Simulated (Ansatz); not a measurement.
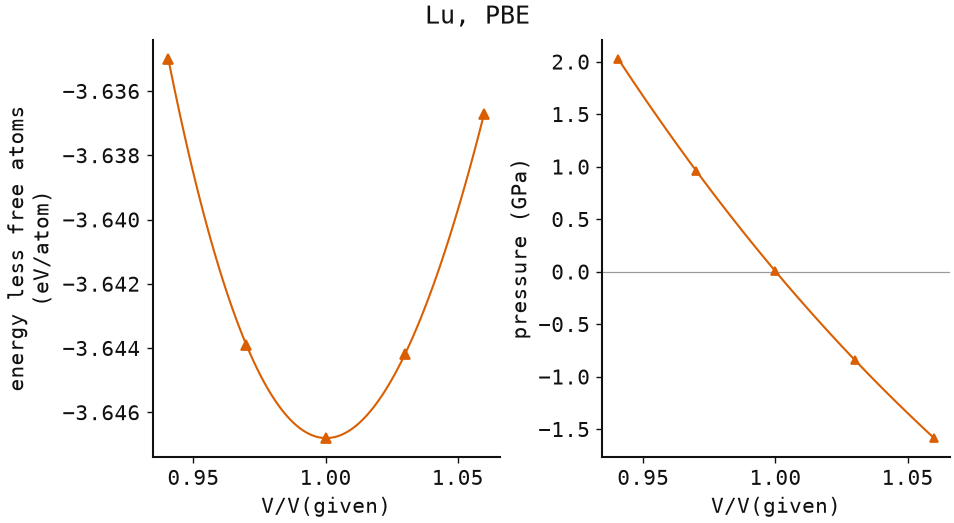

The figure shows the energy less free atoms and pressure against V/V(given) for Lu, space group Pm-3m (No. 221).

Structure:
```
Lu
1.0
     3.20283    0.00000    0.00000
     0.00000    3.20283    0.00000
     0.00000    0.00000    3.20283
Lu
1
Direct
  0.00000 0.00000 0.00000
```

Calculation (Ansatz 0.2.0): periodic Kohn-Sham DFT of a crystal at fixed atoms, scaled to the stated factor times the given cell; pressure positive in compression, energy less spherical unpolarised free atoms. Level: PBE.

method all-electron LAPW; relativity scalar; k mesh 13×13×13; occupations Fermi–Dirac; smearing width 0.03 eV; basis error target 0.25 (meV/atom); nucleus Gaussian.

V(given) is 32.86 Å³/atom.

Q: What equilibrium volume and bulk modulus follow from the curve?

A: A third-order Birch–Murnaghan fit gives V0 = 32.86 Å³/atom, B0 = 29.8 GPa.

Q: What does the pressure do across the range?

A: It falls from 2.026 GPa at V/V(given) 0.941 to −1.585 GPa at 1.060, and changes sign near 1.000.

Limits of the calculation: no spin-orbit coupling on heavy atoms.
